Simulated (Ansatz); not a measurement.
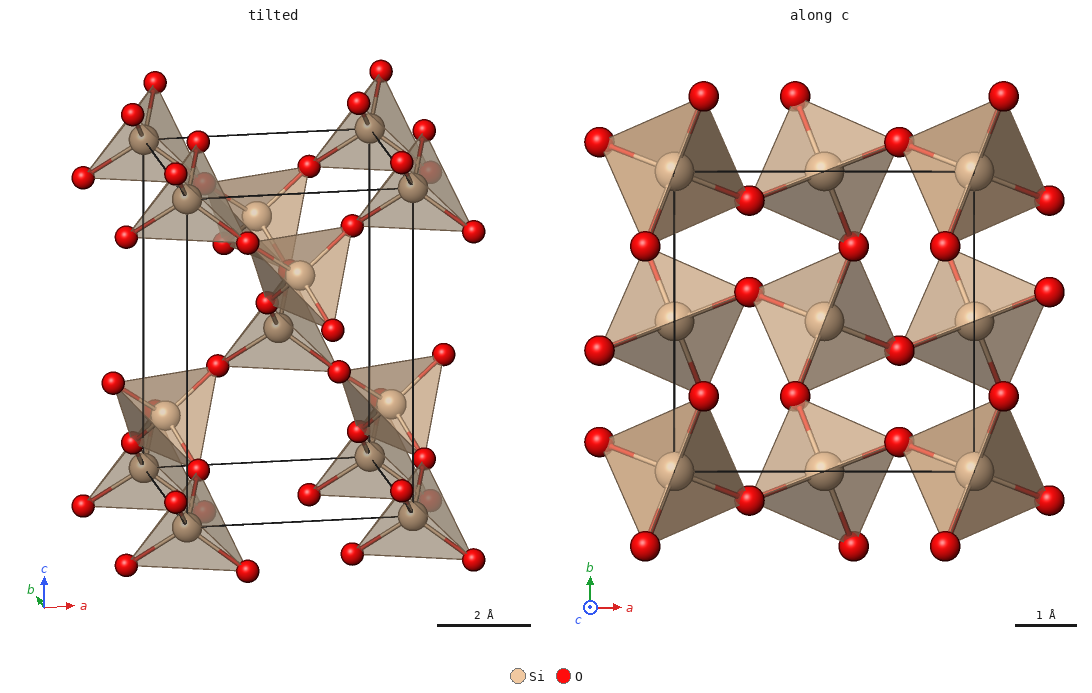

Polyhedral model, viewed slightly off an axis and along the c axis. The frame is the conventional unit cell; atoms at its boundary are shown with their periodic copies. Some atoms of the next cells are drawn as well.

SiO$_{2}$, space group I-42d (No. 122), a = 4.95 Å, b = 4.95 Å, c = 7.32 Å, α = 90.00°, β = 90.00°, γ = 90.00°.

The calculation used Ansatz, DFT r2SCAN, scalar-relativistic, plane waves, PAW, with a basis cut at 500 eV, k-grid 6×6×4, Gaussian smearing of 0.02 eV, no spin polarisation.

**Predict the gap.**

An insulator at this level, with a gap of 6.55 eV on the k-mesh (the true edges may lie between mesh points, so the gap can be somewhat smaller).

**Which way would the volume go on relaxing?**

The computed pressure is 0.0 GPa, close to zero.

The model was built from a structure listed in the Materials Project. Earlier steps of the study, as a rule a relaxation of our own, may have changed the cell and positions, so they can lie some per cent off the listed ones. A calculation with Ansatz used it as input.
